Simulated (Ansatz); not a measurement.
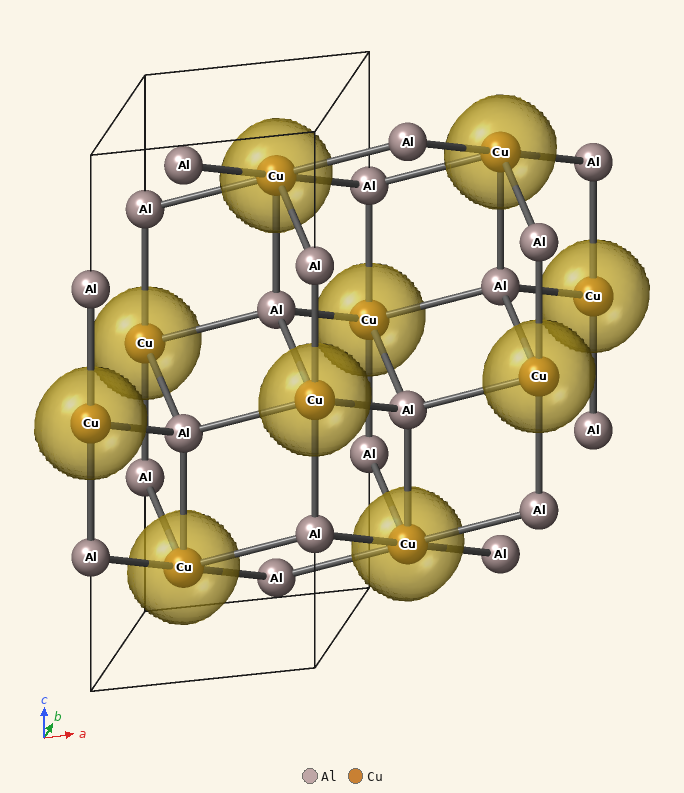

Figure. Al$_{2}$Cu. Isosurface of the valence charge density (pseudo) at 0.5 e/Å³ (yellow), seen at an oblique angle. Sticks mark near contacts.

Space group Fm-3m; a structure from a database of computed crystals, not necessarily the ambient phase; computed without spin polarisation; PAW files of the earlier set (soft_1).

Level of theory: DFT LDA, scalar-relativistic, plane waves, PAW (Ansatz).

In a PAW calculation such maps are meaningful between the atoms, not at the nuclei.

Input file:

```
crystal:
  lattice:
    - [-2.0046693342, 2.0046693342, -2.8351068707]
    - [-4.0093386685, 0.0, 0.0]
    - [0.0, 8.0186773369, 5.6702137414]
  atoms:
    - { symbol: Al, position: [0.0, 0.0, 0.25] }
    - { symbol: Al, position: [0.6666666667, 0.6666666667, 0.5833333333] }
    - { symbol: Al, position: [0.3333333333, 0.3333333333, 0.9166666667] }
    - { symbol: Al, position: [0.6666666667, 0.6666666667, 0.0833333333] }
    - { symbol: Al, position: [0.3333333333, 0.3333333333, 0.4166666667] }
    - { symbol: Al, position: [0.0, 0.0, 0.75] }
    - { symbol: Cu, position: [0.3333333333, 0.3333333333, 0.1666666667] }
    - { symbol: Cu, position: [0.0, 0.0, 0.5] }
    - { symbol: Cu, position: [0.6666666667, 0.6666666667, 0.8333333333] }
basis:
  ecutwfc: 520.0
kpoints:
  mp_grid: { grid: [11, 11, 4] }
hamiltonian:
  xc: lda
  pseudopotentials: { kind: paw, azcp: { folder: soft_1 } }
scf:
  occupations: { method: gaussian, width: 0.15 }
output:
  forces: true
  stress: true
  eigenvalues: true
  write_density: true
  write_potential: true
  elf: true
  volumetric_format: npy
```

Command:

```sh
ansatz run input.yaml --threads 4 --pin off --max-ram 8192MiB --backend cpu --events-out ev --progress --plain --runs-dir out
```

How is the density connected at this value?

Answer. At this value the density breaks into separate islands; it holds about 70 % of the electrons treated as valence (semicore included). It bridges none of the near contacts. It is pinched off along the sampled Al–Cu (2.46 Å) contacts. On the grid the lowest density along these lines, outside the cores, is 0.29 e/Å³ (Al–Cu, 2.46 Å).

Does the calculation give a band gap?

Answer. It is gapless in this calculation (a metal or semimetal).
